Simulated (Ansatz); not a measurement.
```
Zn S
1.0
     0.00000    6.59344    0.00000
    -3.80672    0.00000    0.00000
     0.00000    0.00000   12.49147
Zn S
8 8
Cartesian
  -0.0005 2.1978 0.0336
  -1.9039 5.4945 0.0336
  -3.8062 2.1978 6.2793
  -1.9028 5.4945 6.2793
  -1.9144 1.0989 3.1565
  -0.0110 4.3956 3.1565
  -1.8924 1.0989 9.4022
  -3.7957 4.3956 9.4022
  -3.7817 2.1978 2.3710
  -1.8784 5.4945 2.3710
  -0.0250 2.1978 8.6167
  -1.9284 5.4945 8.6167
  -1.9034 1.0989 5.4939
  0.0000 4.3956 5.4939
  -1.9034 1.0989 11.7396
  0.0000 4.3956 11.7396
```

Space group Cc.

All numbers below come from DFT r2SCAN, scalar-relativistic, plane waves, PAW (Ansatz).

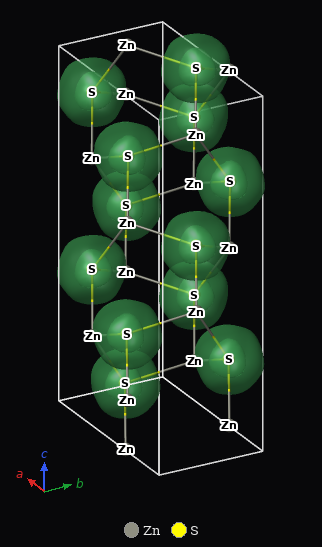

ZnS. Isosurface of the ELF at 0.75 (green), seen at an oblique angle. Only the valence region is drawn (cores and ρ < 0.01 e/Å³ removed). Sticks mark near contacts.

In a PAW calculation such maps are meaningful between the atoms, not at the nuclei.

Q: Identify the bonds, lone pairs and shells in this picture.

A: The surface consists of eight regions wrapped around S (the valence shell of each), counted in one cell of 16 atoms. Any copies at cell faces, edges or corners count once. Along the contacts the grid gives the following. Zn–S (2.30 Å): the ELF peaks at about 0.90 in the valence shell of S, 0.8 Å from its nucleus, and is about 0.60 at the midpoint. Zn–S (2.36 Å): the ELF peaks at about 0.90 in the valence shell of S, 0.8 Å from its nucleus, and is about 0.60 at the midpoint.

Q: Metal or insulator at this level of theory?

A: It is gapped, with a Kohn–Sham gap of 2.8 eV on the k-point mesh (the band edges may lie off the mesh, which would make the gap smaller).
